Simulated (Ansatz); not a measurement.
# Geometry relaxation of Rb (part 2 of 2)

Continued. System: Rb (2 atoms in the cell). Method: DFT PBEsol, scalar-relativistic, plane waves, PAW, no spin polarisation (Ansatz 0.2.0); cutoff 420 eV, 10×10×10 k-mesh, Gaussian smearing of 0.1 eV. The structure derives from an entry of the Crystallography Open Database. It belongs to a series of runs on one base structure; here: biaxial strain in the a-b plane, c and atoms relaxed: -2.0 %.

Geometry of the input (Å; fractional positions):
```
5.4604  0.0000  0.0000
0.0000  5.4604  0.0000
0.0000  0.0000  5.6387
Rb 0.0000  0.0000  0.0000
Rb 0.5000  0.5000  0.5000
```

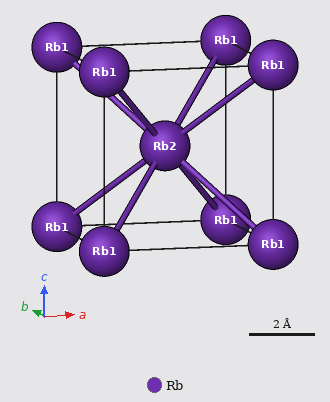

**Figure 1.** The geometry at step 2 of the log (ball-and-stick view of the cell of the calculation, seen slightly off an axis; atoms are numbered from 1 in the order of the input).

### The program's output, continued
```
relax step   3: F+E_penalty+E_count = -6433.98886138 eV  Δ(F+E_penalty+E_count) = -1.299e-3 eV  max|allowed force component| = 3.032e-30 eV/Å  Δτ_max = 0.0000 Å  P = -0.008 GPa  Ω = 173.086 Å³  energy of the carried Pulay correction = -7.637e-6 eV  fix = [a, b, gamma]  reactions: a -0.014, b -0.014 GPa  (5 SCF iters, dr2 threshold 1.82e-8 eV, accepted)
Crystal: 2 atoms, lattice volume = 173.361 Å³
Basis set: ecut = 420 eV, 3407 PW (Γ), exchange–correlation on 80×80×80 points (8 copies of the dense FFT grid, shifted against one another)
iter 1 solved again at ethr=6.59e-8 eV; its pass at ethr=3.10e-3 eV (dr2=1.19e-5 eV) is discarded
SCF iter   1: F=—  HF=-6433.988866 eV  |F-HF|=—  |Δ(HF+E_count)|=         —  Δρ=6.57e-6  dr2=1.78e-7  ethr=6.59e-8  ⟨swp⟩=3.0  Hψ=13220  notcnv=0
preconditioner: auto → Kerker (q_TF=auto, 1.870 Å⁻¹)  [metal: Δε(μ)=0.011 eV  Ē_g=2.318 eV  σ=0.100 eV  W_gap=0.06  n_scr=18 (ndim 8)  ℏωp=4.0 eV  f_vac=0.000  D(μ)=1.77/eV (n_scr^D=6)]
SCF iter   2: F=—  HF=-6433.988865 eV  |F-HF|=—  |Δ(HF+E_count)|=   3.74e-7  Δρ=4.48e-6  dr2=9.53e-8  ethr=9.89e-10  ⟨swp⟩=1.3  Hψ=1727  notcnv=0
SCF iter   3: F=—  HF=-6433.988865 eV  |F-HF|=—  |Δ(HF+E_count)|=   1.43e-8  Δρ=1.83e-6  dr2=6.86e-9  ethr=5.29e-10  ⟨swp⟩=2.3  Hψ=2526  notcnv=0
SCF iter   4: F=—  HF=-6433.988865 eV  |F-HF|=—  |Δ(HF+E_count)|=  1.11e-10  Δρ=1.19e-6  dr2=1.58e-9  ethr=3.81e-11  ⟨swp⟩=2.2  Hψ=2793  notcnv=0
SCF iter   5: F=—  HF=-6433.988865 eV  |F-HF|=—  |Δ(HF+E_count)|=  2.37e-10  Δρ=2.87e-7  dr2=1.23e-10  ethr=8.76e-12  ⟨swp⟩=2.2  Hψ=2800  notcnv=0
SCF iter   6: F=—  HF=-6433.988865 eV  |F-HF|=—  |Δ(HF+E_count)|=  4.09e-11  Δρ=4.53e-8  dr2=8.66e-12  ethr=1.00e-12  ⟨swp⟩=1.8  Hψ=1767  notcnv=0
SCF iter   7: F=-6433.988865 eV  HF=-6433.988865 eV  |F-HF|=0.00e0  |Δ(HF+E_count)|=  1.82e-12  Δρ=1.33e-8  dr2=4.99e-13  ethr=1.00e-12  ⟨swp⟩=5.6  Hψ=6851  notcnv=0
SCF 4 converged in 7 iterations: F = -6433.988865 eV  dr2 = 4.99e-13
relax step   4: F+E_penalty+E_count = -6433.98886517 eV  Δ(F+E_penalty+E_count) = -3.782e-6 eV  max|allowed force component| = 2.564e-30 eV/Å  Δτ_max = 0.0000 Å  P = -0.012 GPa  Ω = 173.361 Å³  energy of the carried Pulay correction = -8.053e-6 eV  fix = [a, b, gamma]  reactions: a -0.018, b -0.018 GPa  (7 SCF iters, accepted)
Initial wavefunctions: pseudopotential atomic-orbital guess (no wavefunctions were taken with the density)
iter 1 solved again at ethr=2.02e-7 eV; its pass at ethr=3.10e-3 eV (dr2=3.63e-5 eV) is discarded
SCF iter   1: F=—  HF=-6433.988878 eV  |F-HF|=—  |Δ(HF+E_count)|=         —  Δρ=7.02e-6  dr2=1.07e-8  ethr=2.02e-7  ⟨swp⟩=4.0  Hψ=16579  notcnv=0
eigensolver tolerance schedule: the retry pair's looser diagonalisation over-reported the residual by 3397.11 of it (diagonalisation noise at 0.28 of the residual, at the tolerance the schedule requests for it); recorded, not acted on — ethr = c·dr2/N_el stays at c = 1.0e-1
SCF iter   2: F=—  HF=-6433.988877 eV  |F-HF|=—  |Δ(HF+E_count)|=   1.02e-6  Δρ=3.66e-6  dr2=2.67e-9  ethr=5.93e-11  ⟨swp⟩=2.5  Hψ=3265  notcnv=0
SCF iter   3: F=—  HF=-6433.988877 eV  |F-HF|=—  |Δ(HF+E_count)|=   1.63e-8  Δρ=1.44e-7  dr2=1.08e-11  ethr=1.48e-11  ⟨swp⟩=2.0  Hψ=2756  notcnv=0
SCF iter   4: F=—  HF=-6433.988877 eV  |F-HF|=—  |Δ(HF+E_count)|=  8.19e-12  Δρ=4.83e-8  dr2=2.70e-12  ethr=1.00e-12  ⟨swp⟩=6.9  Hψ=8834  notcnv=0
SCF iter   5: F=-6433.988877 eV  HF=-6433.988877 eV  |F-HF|=9.09e-13  |Δ(HF+E_count)|=  9.09e-12  Δρ=1.07e-8  dr2=2.87e-13  ethr=1.00e-12  ⟨swp⟩=5.0  Hψ=6479  notcnv=0
SCF 5 converged in 5 iterations: F = -6433.988877 eV  dr2 = 2.87e-13
relax step   5: F+E_penalty+E_count = -6433.98887671 eV  Δ(F+E_penalty+E_count) = -1.154e-5 eV  max|allowed force component| = 3.796e-30 eV/Å  Δτ_max = 0.0000 Å  P = -0.012 GPa  Ω = 173.361 Å³  fix = [a, b, gamma]  reactions: a -0.018, b -0.018 GPa  stress off target by 4.32e-4 GPa on what of the cell is left free  SCF on the basis re-selected at this cell (its energy is not comparable with the rows above)  (5 SCF iters)
basis re-selected at this cell: Δ(F+E_penalty+E_count) = -1.154e-5 eV, ΔP = +0.000 GPa vs the last step (what re-selecting the basis moved, of the pressure what is left beyond the Pulay correction that the steps carried, after the strain that the cell walked since its last selection, with what the two solves' SCF thresholds leave and, on support functions, any second-order correction that the steps lacked; it is no measure of the basis error at this ecutwfc). This SCF's stress stands 4.32e-4 GPa from its target on what of the cell is left free (relax.cell.stress_tol is 1.50e-2 GPa) and its largest allowed force component is 3.80e-30 eV/Å (relax.f_tol is 8.00e-3 eV/Å): within both
SCF converged after 5 iterations
Free energy (F): -6433.988877 eV
Harris-Foulkes:  -6433.988877 eV  (|F-HF|=9.09e-13)
Internal energy: -6433.980021 eV  (E = F + TS)
E sigma→0 (E₀):  -6433.984449 eV
Entropy (-TS):   -0.008855 eV (-4.428 meV/atom)
Fermi energy:    2.090730 eV
--- Per-component energies (eV) ---
  E_band       = -234.357042
  E_kinetic    = 381.753154
  E_local      = -1400.399928  (includes V_loc(G=0)·N_el)
  E_nonlocal   = 350.329107
  E_hartree    = 389.411170
  E_xc         = -255.545310
  E_vxc        = -268.592562  (∫ρ·V_xc dr)
  E_paw        = -5138.559693  (= ΣΔE_a)
  E_vpaw       = -76.269142  (= ΣTr[D̂ρ^β])
  E_aug_tail   = -0.000002  (compensation charges beyond the density's cutoff)
  E_ewald      = -761.215860
  E_core_change = 0.247341  (= ΣΔE_core)
  E_smearing   = -0.008855  (= −TS)
  E_closure    = 0.000000  (closes the sum)
  Σ components = -6433.988877   (vs F -6433.988877, Δ=0.00e0)
--- Forces (eV/Å), atoms counted from 1 ---
  atom   1  Rb     0.00000000     0.00000000     0.00000000
  atom   2  Rb     0.00000000    -0.00000000     0.00000000
  max |Σ_I F_I| component: 1.42e-29 eV/Å
--- Stress (GPa, compression-positive) ---
       -0.018354       0.000000       0.000000
        0.000000      -0.018354       0.000000
        0.000000       0.000000       0.000432
  P = ⅓ Tr σ = -0.0121 GPa (-0.121 kbar)
--- Band table (eV; the first three rows and the last of 126) ---
  k-point 0: bands = ["-26.7488", "-26.7394", "-10.8784", "-10.8645", "-10.8645", "-10.7885", "-10.7885", "-10.7879", "0.0390", "3.2177", "3.4025", "5.0390", "5.6580"]
  k-point 1: bands = ["-26.7486", "-26.7396", "-10.8773", "-10.8625", "-10.8625", "-10.7914", "-10.7903", "-10.7903", "0.0960", "3.1217", "3.4436", "4.9965", "5.6168"]
  k-point 2: bands = ["-26.7479", "-26.7402", "-10.8739", "-10.8570", "-10.8570", "-10.8009", "-10.7955", "-10.7955", "0.2647", "2.8213", "3.5666", "5.0348", "5.5186"]
  k-point 125: bands = ["-26.7432", "-26.7432", "-10.8464", "-10.8464", "-10.8464", "-10.8464", "-10.8407", "-10.8407", "3.3498", "3.3498", "3.4215", "3.4215", "3.4215"]
--- Relaxed structure (4 steps of the walk, 4 accepted, 1 SCFs on fresh bases) ---
  F+E_penalty+E_count = -6433.98887671 eV   max|allowed force component| = 3.796e-30 eV/Å   (the final SCF, on the basis selected at the relaxed cell)
  cell:  # Å, volume = 173.3611 Å³
    - [5.4604111607, -3.3331896391788087e-128, 0.0]
    - [-3.3331896391788087e-128, 5.4604111607, 0.0]
    - [0.0, 0.0, 5.814348108346657]
  atoms:
    - { symbol: Rb, position: [0.0, 0.0, 0.0] }
    - { symbol: Rb, position: [0.49999999999999994, 0.49999999999999994, 0.4999999999999999] }
```

### Trajectory as extended XYZ (Å, eV, eV/Å), 5 frames, from step=1 to step=5
```
2
Lattice="5.4604 0.0000 0.0000 0.0000 5.4604 0.0000 0.0000 0.0000 5.6387" Properties=species:S:1:pos:R:3:forces:R:3 step=1 energy=-6433.98743 pressure_GPa=0.08
Rb    0.0000    0.0000    0.0000    0.0000   0.0000   0.0000
Rb    2.7302    2.7302    2.8194    0.0000   0.0000   0.0000
2
Lattice="5.4604 0.0000 0.0000 0.0000 5.4604 0.0000 0.0000 0.0000 5.6468" Properties=species:S:1:pos:R:3:forces:R:3 step=2 energy=-6433.98756 pressure_GPa=0.08
Rb    0.0000    0.0000    0.0000    0.0000   0.0000   0.0000
Rb    2.7302    2.7302    2.8234    0.0000   0.0000   0.0000
2
Lattice="5.4604 0.0000 0.0000 0.0000 5.4604 0.0000 0.0000 0.0000 5.8051" Properties=species:S:1:pos:R:3:forces:R:3 step=3 energy=-6433.98886 pressure_GPa=-0.01
Rb    0.0000    0.0000    0.0000    0.0000   0.0000   0.0000
Rb    2.7302    2.7302    2.9026    0.0000   0.0000   0.0000
2
Lattice="5.4604 0.0000 0.0000 0.0000 5.4604 0.0000 0.0000 0.0000 5.8143" Properties=species:S:1:pos:R:3:forces:R:3 step=4 energy=-6433.98887 pressure_GPa=-0.01
Rb    0.0000    0.0000    0.0000    0.0000   0.0000   0.0000
Rb    2.7302    2.7302    2.9072    0.0000   0.0000   0.0000
2
Lattice="5.4604 0.0000 0.0000 0.0000 5.4604 0.0000 0.0000 0.0000 5.8143" Properties=species:S:1:pos:R:3:forces:R:3 step=5 energy=-6433.98888 pressure_GPa=-0.01
Rb    0.0000    0.0000    0.0000    0.0000   0.0000   0.0000
Rb    2.7302    2.7302    2.9072    0.0000   0.0000   0.0000
```

### Summary

```json
{"quantity": "outcome", "value": "converged"}
{"quantity": "space group (tolerance 0.01 Å)", "value": "I4/mmm (139)"}
{"quantity": "electrons treated", "value": "18"}
{"quantity": "free energy", "value": "−6433.9889 eV"}
{"quantity": "Fermi energy", "value": "2.091 eV"}
{"quantity": "gap on the k-point mesh", "value": "none (metallic)"}
{"quantity": "pressure", "value": "−0.01 GPa"}
{"quantity": "final volume", "value": "173.36 Å³"}
{"quantity": "largest force (length of the vector) at the end", "value": "under 0.001 eV/Å"}
{"quantity": "final cell", "value": "a = 5.460 Å, b = 5.460 Å, c = 5.814 Å, α = 90.00°, β = 90.00°, γ = 90.00°"}
{"quantity": "hardware", "value": "1 thread of Arm Neoverse N1, 24 GiB of memory available, shared host"}
{"quantity": "wall time", "value": "2.3 min"}
{"quantity": "peak memory", "value": "0.55 GiB"}
```
